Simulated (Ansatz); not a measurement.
# Wannier-function calculation, with input and output: Bi$_{2}$Se$_{3}$

The run: Wannier-function calculation of Bi$_{2}$Se$_{3}$ (R-3m, 5 atoms in the cell). Method and program: maximally localised Wannier functions of PBE bands, plane waves, PAW, no spin polarisation (Ansatz 0.2.0).

The structure derives from an entry of the Crystallography Open Database. The geometry comes from this level: r2scan-rvv10. It belongs to a series of runs on one base structure; here: cation s and anion p, disentangled.

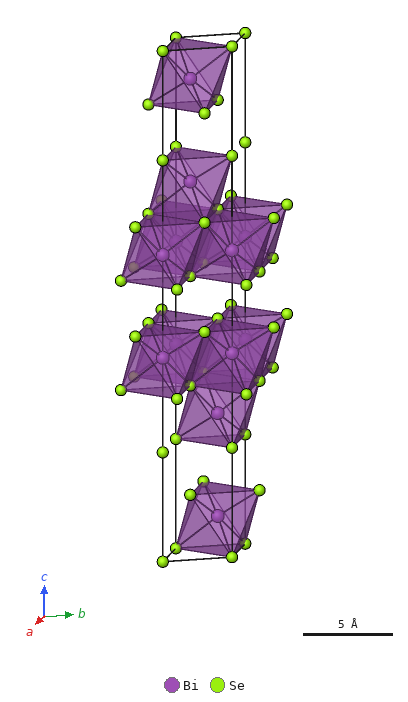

*The input geometry (polyhedral view of the cell 3 times as large as that of the calculation, set on its symmetry axes, seen slightly off an axis; polyhedra are completed across the faces of the cell).*

### Input
```yaml
crystal:
  lattice:
    - [2.0711634285, 1.195786763, 9.753411266]
    - [-2.0711634285, 1.195786763, 9.753411266]
    - [0.0, -2.391573526, 9.753411266]
  atoms:
    - { symbol: Bi, position: [0.3993469745, 0.3993469745, 0.3993469745] }
    - { symbol: Bi, position: [0.6006530255, 0.6006530255, 0.6006530255] }
    - { symbol: Se, position: [0.0, 0.0, 0.0] }
    - { symbol: Se, position: [0.2141084314, 0.2141084314, 0.2141084314] }
    - { symbol: Se, position: [0.7858915686, 0.7858915686, 0.7858915686] }
kpoints:
  mp_grid: { grid: [6, 6, 6] }
  band_path:
    path:
      - [[0.0, 0.0, 0.0], [0.5, 0.5, 0.5], [0.8233125159047, 0.1766874840953, 0.5]]
      - [[0.5, -0.1766874840953, 0.1766874840953], [0.5, 8.147404403152e-17, 1.079505111011e-17], [0.0, 0.0, 0.0], [0.3383437420476, -0.3383437420476, -5.724434924963e-18]]
      - [[0.6616562579524, 2.159010222021e-17, 0.3383437420476], [0.5, -9.217397106541e-17, 0.5], [0.0, 0.0, 0.0]]
    npoints: 10
hamiltonian:
  xc: pbe
scf:
  occupations: { method: fixed }
  n_extra_bands: 11
output:
  forces: false
  stress: false
  eigenvalues: true
  wannier:
    kmesh: [6, 6, 6]
    projections: [{ species: Bi, l: s, shell: 6 }, { species: Se, l: p, shell: 4 }]
    minimise: true
    write_hr: true
    conv_tol: 1.0e-08
    max_iter: 3000
    disentanglement: { window: [-1.34, 21.0], frozen_window: [1.66, 9.8] }
```

### File wannier.win
```
! ansatz wannier90 interface
! projections by site (counted from 0) and shell: 0 6S, 1 6S, 2 4P, 3 4P, 4 4P
! states of the run's bands (counted from 1): 1-62
num_bands = 62
num_wann  = 11
num_iter  = 2000
conv_tol = 1e-8
conv_window = 5
dis_win_min = -1.34
dis_win_max = 21.0
dis_froz_min = 1.66
dis_froz_max = 9.8
dis_num_iter = 10000
guiding_centres = true
write_hr = true

begin unit_cell_cart
Ang
       2.0711634285171616       1.1957867629900918              9.753411266
      -2.0711634285171616       1.1957867629900918              9.753411266
                      0.0      -2.3915735259801836              9.753411266
end unit_cell_cart

begin atoms_frac
Bi              0.3993469745             0.3993469745             0.3993469745
Bi              0.6006530255             0.6006530255             0.6006530255
Se                       0.0                      0.0                      0.0
Se              0.2141084314             0.2141084314             0.2141084314
Se              0.7858915686             0.7858915686             0.7858915686
end atoms_frac

mp_grid = 6 6 6
```

Launched with:
```bash
ansatz run input.yaml --threads 4 --pin off --max-ram 5529MiB --backend cpu --events-out ev --progress --plain --runs-dir out
```

### Output
```
basis.fft_grid_basis auto: the FFT boxes are laid along the combinations [[1, 0, -1], [0, 1, -1], [0, 0, 1]] of the cell's own vectors, 4.142, 4.142 and 10.042 Å long. The dense box has 30×30×72 points. Along the cell's own vectors, as sized, it would have 72×72×72, 5.76 times as many. Of the 12 symmetry operations that the crystal satisfies within crystal.symmetry.tolerance (time reversal apart; of a slab, those that keep its plane) the dense box along the cell's own vectors carries 12, and the one as laid loses 8 of those. basis.fft_grid_basis: typed keeps the cell's own vectors: state it where this run's energies or levels are differenced outside the engine with another run's, or held beside a run that keeps those vectors.
scf.n_extra_bands = 11 over 39 filled bands (N_el = 78.0): the run solves 50 bands
Engine: ansatz 0.2.0, aarch64-unknown-linux-gnu
Pseudopotentials: kind: paw
Pseudopotential: Bi, paw, valence charge 15, recommended cutoff 420 eV (normal), Bi.paw.azcp
Pseudopotential: Se, paw, valence charge 16, recommended cutoff 420 eV (normal), Se.paw.azcp
Functional definition: PBE
  parameter kappa = 0.804
  parameter beta = 0.06672455060314922
  exchange = pbe_x(kappa = kappa, mu = beta*pi^2/3)
  correlation = pbe_c(beta = beta)
Crystal: 5 atoms, lattice volume = 144.936 Å³
Basis set: ecut = 420 eV, 2787 PW (Γ), FFT grids on a1−a3, a2−a3, a3
Bands: 50, of which v1, the nominal top of the filled ones, is band 39 counted from 1 (38 counted from 0)
Symmetry: 12 space group operations
Space group: R-3m (ITA 166), of the structure as read, at distance tolerance 5.3e-5 Å
k-points: 32 of 216
Non-local potential: Bi, projectors of the file, l = 0: 2, l = 1: 2, l = 2: 2, l = 3: 2
Non-local potential: Se, projectors of the file, l = 0: 2, l = 1: 2, l = 2: 3, l = 3: 1
PAW form: soft (Blöchl's): semilocal exchange-correlation on the pseudo side does not see the compensation charge
PAW one-centre angular grid: Bi, 590 points (default); XC on 64 Gauss nodes
PAW one-centre angular grid: Se, 590 points (default); XC on 64 Gauss nodes
Initial density: superposition of atomic densities (neutral atoms: chi_scale 0, normalization atom), corrected by the library's trained network
Initial wavefunctions: pseudopotential atomic-orbital guess
Functional: x = pbe(κ = 0.804, μ = 0.2195149727645171), c = pbe(β = 0.06672455060314922)
SCF iter   1: F=—  HF=-41202.246487 eV  |F-HF|=—  |Δ(HF+E_count)|=         —  Δρ=1.36e-3  dr2=4.71e-3  ethr=1.77e-3  ⟨swp⟩=5.0  Hψ=5146  notcnv=0  defer=273
preconditioner: auto → Resta (q_TF=auto, 2.461 Å⁻¹)  ε∞=3.4  [insulator: Δε(μ)=0.337 eV  Ē_g=10.553 eV  n_scr=42 (ndim 8)  ℏωp=16.3 eV  f_vac=0.047  ε∞_Penn≈3.4]
SCF iter   2: F=—  HF=-41202.244543 eV  |F-HF|=—  |Δ(HF+E_count)|=   1.94e-3  Δρ=6.51e-4  dr2=8.64e-4  ethr=6.04e-6  ⟨swp⟩=2.7  Hψ=2723  notcnv=0  defer=285
SCF iter   3: F=—  HF=-41202.244655 eV  |F-HF|=—  |Δ(HF+E_count)|=   1.12e-4  Δρ=3.36e-4  dr2=2.79e-4  ethr=1.11e-6  ⟨swp⟩=2.2  Hψ=1914  notcnv=0  defer=284
SCF iter   4: F=—  HF=-41202.244748 eV  |F-HF|=—  |Δ(HF+E_count)|=   9.29e-5  Δρ=1.30e-4  dr2=4.49e-5  ethr=3.57e-7  ⟨swp⟩=2.9  Hψ=2373  notcnv=0  defer=262
SCF iter   5: F=—  HF=-41202.244779 eV  |F-HF|=—  |Δ(HF+E_count)|=   3.14e-5  Δρ=4.91e-5  dr2=4.18e-6  ethr=5.76e-8  ⟨swp⟩=2.0  Hψ=1798  notcnv=0  defer=171
SCF iter   6: F=—  HF=-41202.244785 eV  |F-HF|=—  |Δ(HF+E_count)|=   5.49e-6  Δρ=1.47e-5  dr2=4.99e-7  ethr=5.36e-9  ⟨swp⟩=2.0  Hψ=2717  notcnv=0  defer=175
SCF iter   7: F=-41202.244785 eV  HF=-41202.244785 eV  |F-HF|=7.64e-8  |Δ(HF+E_count)|=   4.07e-7  Δρ=6.76e-6  dr2=6.60e-8  ethr=1.28e-10  ⟨swp⟩=12.7  Hψ=8387  notcnv=0
SCF 1 converged in 7 iterations: F = -41202.244785 eV  dr2 = 6.60e-8
  greatest PAW one-centre occupation: 1.000 electrons in one spin orbital (limit 2), on the Se atom at site 4 (counted from 0), in its partial waves of l = 2
NSCF: frozen V_eff on 73 k-points
NSCF: frozen V_eff on 35 k-points
the Wannier pass solved 35 of the 216 points of its mesh, and has the states at the others by symmetry: states obtained by the crystal's operations at points that were solved too leave a residual of 4.15e-13 eV (read by the count's bands and the next), within 8.33e-6 eV
NSCF: frozen V_eff on 35 k-points
the Wannier pass solved 35 of the 216 points of its mesh, and has the states at the others by symmetry: states obtained by the crystal's operations at points that were solved too leave a residual of 3.32e-13 eV (read by the count's bands and the next), within 8.33e-6 eV
NSCF: frozen V_eff on 35 k-points
the Wannier pass solved 35 of the 216 points of its mesh, and has the states at the others by symmetry: states obtained by the crystal's operations at points that were solved too leave a residual of 4.36e-13 eV (read by the count's bands and the next), within 8.33e-6 eV
SCF converged after 7 iterations
Free energy (F): -41202.244785 eV
Harris-Foulkes:  -41202.244785 eV  (|F-HF|=7.64e-8)
Internal energy: -41202.244785 eV  (E = F + TS)
E sigma→0 (E₀):  -41202.244785 eV
Fermi energy:    8.655394 eV
--- Per-component energies (eV) ---
  E_band       = -1362.193690
  E_kinetic    = 957.477271
  E_local      = -10566.287425  (includes V_loc(G=0)·N_el)
  E_nonlocal   = -663.310397
  E_hartree    = 4704.571092
  E_xc         = -616.802989
  E_vxc        = -584.592792  (∫ρ·V_xc dr)
  E_paw        = -27059.108843  (= ΣΔE_a)
  E_vpaw       = 85.376340  (= ΣTr[D̂ρ^β])
  E_aug_tail   = -0.002606  (compensation charges beyond the density's cutoff)
  E_ewald      = -7958.780889
  E_smearing   = -0.000000  (= −TS)
  E_closure    = -0.000000  (closes the sum)
  Σ components = -41202.244785   (vs F -41202.244785, Δ=0.00e0)
--- Band table (eV; the first three rows and the last of 32) ---
  k-point 0: bands = ["-38.5868", "-38.5868", "-38.5867", "-38.5867", "-38.5810", "-38.5810", "-38.5807", "-38.5807", "-38.5779", "-38.5779", "-38.4868", "-38.4782", "-38.4782", "-38.4470", "-38.4470", "-14.3715", "-14.3715", "-14.3697", "-14.3697", "-14.3601", "-14.3577", "-14.3495", "-14.3495", "-14.3468", "-14.3468", "-5.6239", "-4.9539", "-4.0218", "-0.8001", "0.0582", "6.6453", "6.6590", "6.8984", "6.8984", "6.9822", "6.9822", "7.5500", "7.5500", "8.6554", "9.0033", "10.2165", "10.2165", "10.8816", "11.4536", "11.4536", "14.6257", "15.7008", "15.7579", "15.7579", "15.9648"]
  k-point 1: bands = ["-38.5868", "-38.5867", "-38.5867", "-38.5866", "-38.5810", "-38.5810", "-38.5807", "-38.5807", "-38.5779", "-38.5779", "-38.4868", "-38.4783", "-38.4783", "-38.4470", "-38.4470", "-14.3753", "-14.3729", "-14.3654", "-14.3636", "-14.3568", "-14.3543", "-14.3525", "-14.3503", "-14.3498", "-14.3468", "-5.3742", "-4.7380", "-3.8857", "-0.9481", "-0.2478", "5.4141", "5.6288", "6.1252", "6.2709", "6.8251", "7.4878", "7.4881", "7.6608", "8.0576", "10.0727", "10.5515", "10.8128", "10.9767", "11.5783", "12.1466", "13.9611", "14.8492", "16.0810", "16.1830", "16.5442"]
  k-point 2: bands = ["-38.5868", "-38.5867", "-38.5867", "-38.5865", "-38.5810", "-38.5810", "-38.5807", "-38.5806", "-38.5778", "-38.5778", "-38.4867", "-38.4783", "-38.4783", "-38.4470", "-38.4469", "-14.3851", "-14.3810", "-14.3613", "-14.3577", "-14.3569", "-14.3547", "-14.3462", "-14.3462", "-14.3441", "-14.3432", "-4.6765", "-4.2004", "-3.6153", "-1.5276", "-0.9959", "3.9850", "5.0486", "5.4426", "5.6728", "6.1294", "6.4278", "7.2953", "7.5174", "8.1335", "9.7907", "10.8809", "11.1158", "11.8012", "12.4363", "13.0258", "13.2130", "15.2996", "15.9661", "17.3566", "17.4541"]
  k-point 31: bands = ["-38.5868", "-38.5868", "-38.5867", "-38.5867", "-38.5810", "-38.5810", "-38.5807", "-38.5807", "-38.5779", "-38.5779", "-38.4868", "-38.4782", "-38.4782", "-38.4470", "-38.4470", "-14.3715", "-14.3715", "-14.3697", "-14.3697", "-14.3600", "-14.3578", "-14.3495", "-14.3495", "-14.3468", "-14.3468", "-5.5166", "-5.1886", "-3.8081", "-1.1368", "0.3524", "6.1241", "6.8262", "6.8262", "7.1501", "7.1501", "7.2779", "7.4226", "7.4226", "8.2646", "9.3185", "10.4395", "10.4395", "10.8312", "11.2045", "11.2045", "14.5959", "15.5135", "15.5135", "15.7874", "15.9852"]
Wannier search: line search 1 of at most 3000: gauge-dependent spread (as the search counts it) 66.1370886 Å², largest recent change 7.6e0 Å² and fall left 5.0e1 Å² against conv_tol 1.0e-8 Å², 0 stops escaped
```

### File wannier.spreads.toml
```
omega_i_ang2 = 40.53503145330578
omega_d_ang2 = 0.1037521137441023
omega_od_ang2 = 3.0305334889066775
omega_total_ang2 = 43.669317055956554
least_projectability = 1.1776343136289582e-6
b_vectors_match_mmn = true
n_iter = 48
converged = true
rejected_fitted_steps = 5
dis_converged = true
dis_n_iter = 560
dis_n_moved = 0
dis_level_miss = 0.007890481148276365

[[wannier]]
r = [0.2824671599978471, -0.16308587842660308, 6.580800937563074]
spread = 3.8005527090596445

[[wannier]]
r = [-0.28246979736596384, -0.16307893911314617, 6.580802460634322]
spread = 3.8005535985153927

[[wannier]]
r = [0.0000019453268879463773, 0.3261651247238604, 6.580802830851518]
spread = 3.800554246318093

[[wannier]]
r = [0.2824680008773998, 0.16307927241944686, 22.67941748253792]
spread = 3.800655553457432

[[wannier]]
r = [-0.282465249836742, 0.16308432436556727, 22.67941792175544]
spread = 3.8006557121290143

[[wannier]]
r = [-0.000002304080795189111, -0.32616369019660885, 22.679417131248837]
spread = 3.8006568957307536

[[wannier]]
r = [0.000006327405979622238, 0.0000036279750099990475, -0.000002016280701372233]
spread = 3.8063635248016783

[[wannier]]
r = [0.00000003560681413905748, -0.000007318246665083886, -0.000002074266609546488]
spread = 3.806775349013972

[[wannier]]
r = [-0.000006347681265682479, 0.000003677867030336439, -0.0000020694953552016223]
spread = 3.806870401180303

[[wannier]]
r = [0.00000010337771237046153, -0.00000002440739541393273, 17.65346648180206]
spread = 4.722402991654633

[[wannier]]
r = [-0.000000052801478478370854, -0.0000000042100321603951395, 11.606712360374527]
spread = 4.723276074096162

[[curvature_check]]
after_line_search = 48
omega_tilde_before_ang2 = 3.1342856026507797
krylov_steps = 29
lowest_ritz_value_ang2 = 0.020662872433705477
residual_ang2 = 7.23282306044319e-11
settled = true
outcome = "no-negative-curvature"
```

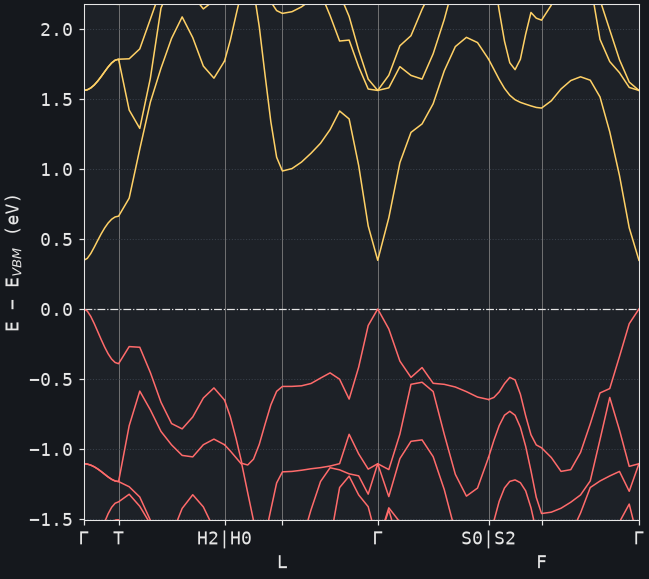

*Band structure along Γ–T–H2|H0–L–Γ–S0|S2–F–Γ, with energies from the valence-band top.*

There is a gap of 0.35 eV on this path, direct, at Γ.

### Key numbers

```csv
quantity,value
outcome,converged
space group (tolerance 0.01 Å),R-3m (166)
electrons treated,78
free energy,−41202.2448 eV
total spread of the Wannier functions,43.669 Å²
Fermi energy,8.655 eV
gap on the k-point mesh,0.35 eV
hardware,"4 threads of Arm Neoverse V2, 24 GiB of memory available, shared host"
wall time,34 s (CPU time 2 min)
peak memory,1.2 GiB
```

### Notes

Spin–orbit coupling is left out, which matters for Bi.
